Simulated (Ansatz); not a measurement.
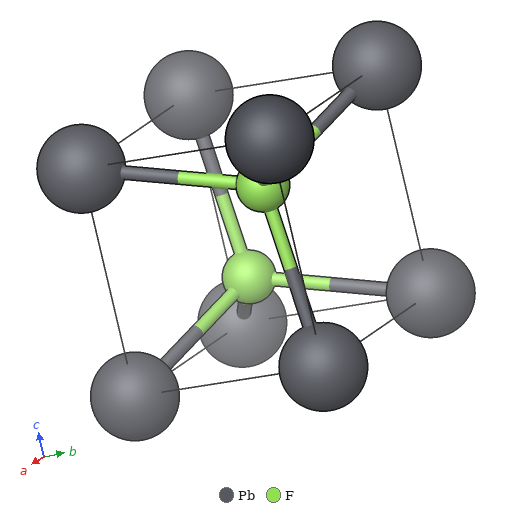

System: PbF₂, space group Fm-3m (No. 225). The picture shows the cell.

Structure:
```xyz
3
Lattice="0.0000 2.9637 2.9637 2.9637 0.0000 2.9637 2.9637 2.9637 0.0000" Properties=species:S:1:pos:R:3 pbc="T T T"
Pb    0.0000    0.0000    0.0000
F     4.4455    4.4455    4.4455
F     1.4818    1.4818    1.4818
```

Computed with Ansatz 0.2.0: Born effective charges by linear response at the zone centre, in units of the proton charge, Cartesian axes of the given cell; plane-wave DFT, no spin polarisation. Level: PBEsol.

- k mesh: 8×8×8
- occupations: fixed
- potentials: Ansatz PAW
- wave cutoff: 420 eV
- density cutoff: 1680 eV
- program settings: xc grid level 2, xc grid task field_response

Predict the mean Born effective charge of each atom. The cases: Pb; F 1; F 2.

The largest in size is that of Pb, 3.21 e, and the charges add up to 0.00 e. The charges are isotropic.

| atom | mean Born effective charge (e) |
| --- | --- |
| Pb | 3.206 |
| F 1 | −1.603 |
| F 2 | −1.603 |

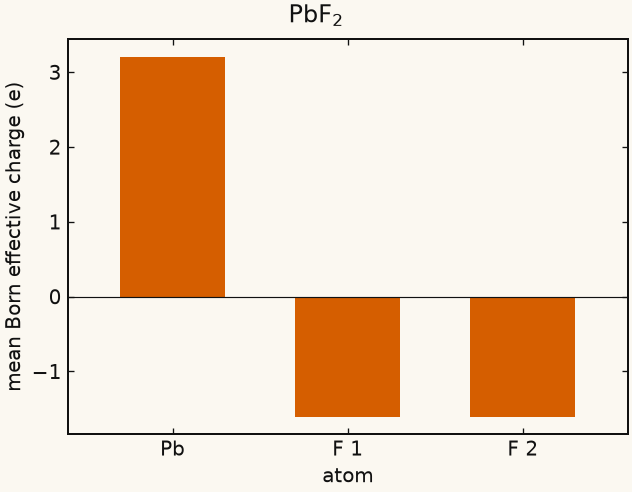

Keep in mind: spin-orbit coupling left out, heavy elements.
